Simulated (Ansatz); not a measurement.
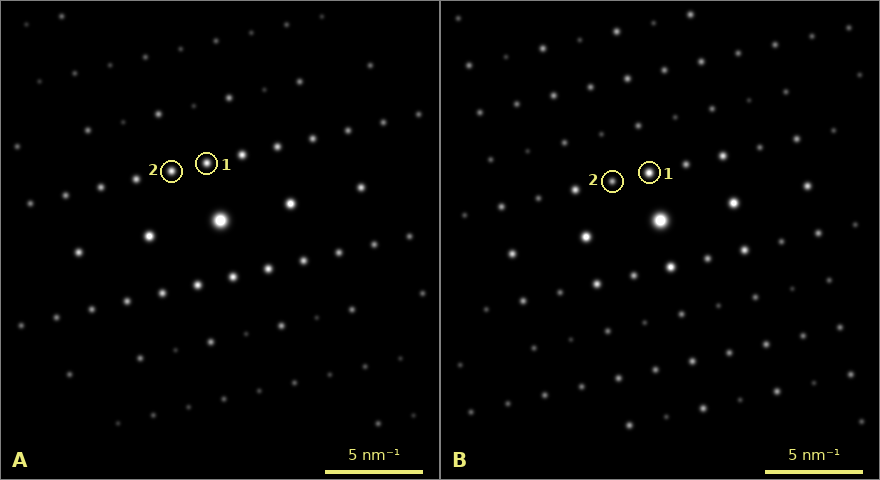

Kinematic electron diffraction patterns (300 kV, B = 0.5 Å², same scale) along [101] of the run's own cell, for the start and the end of one relaxation of PbSe with Ansatz, DFT PBE, scalar-relativistic, plane waves, PAW. k mesh 8×8×6. The start is a generated model structure, and the relaxation ends in the nearest stationary point of its symmetry, not necessarily the ground state. Spot 1 is -1 0 1 and spot 2 is -1 -1 1 in both.

Start structure:

```
Pb Se
1.0
     5.11758    0.00000    0.00000
     0.00000    5.11758    0.00000
     0.00000    0.00000    6.44858
Pb Se
2 2
Direct
  0.50000 0.00000 0.23680
  0.00000 0.50000 0.76320
  0.00000 0.00000 0.00000
  0.50000 0.50000 0.00000
```

### Which pattern belongs to the start structure, and which to the relaxed one?

B is the start: its cell gives d(1) = 4.009 Å, d(2) = 3.156 Å and an angle of 38.1°. A is the relaxed structure, with d(1) = 3.314 Å (-17.3 %), d(2) = 2.817 Å (-10.7 %) and 31.8°.

### Name reflections whose intensity changes strongly on relaxation.

2 -4 -2 fades out of sight; 3 0 -3 goes from 11 to 0.56 % of the strongest spot; 2 -1 -2 goes from 0.66 to 9.4 % of the strongest spot; 1 -3 -1 goes from 3.3 to 14 % of the strongest spot.

### Summarise the relaxation behind the change.

The volume changed by -28.5 % to 30.20 Å³ an atom; with the mean shift removed, the atoms moved by up to 0.34 Å relative to the cell (Pb most); the space group stayed P4/nmm (No. 129); the free energy fell by 100 meV an atom. Relaxed cell: a = 5.349 Å, b = 5.349 Å, c = 4.221 Å, α = 90.00°, β = 90.00°, γ = 90.00°.
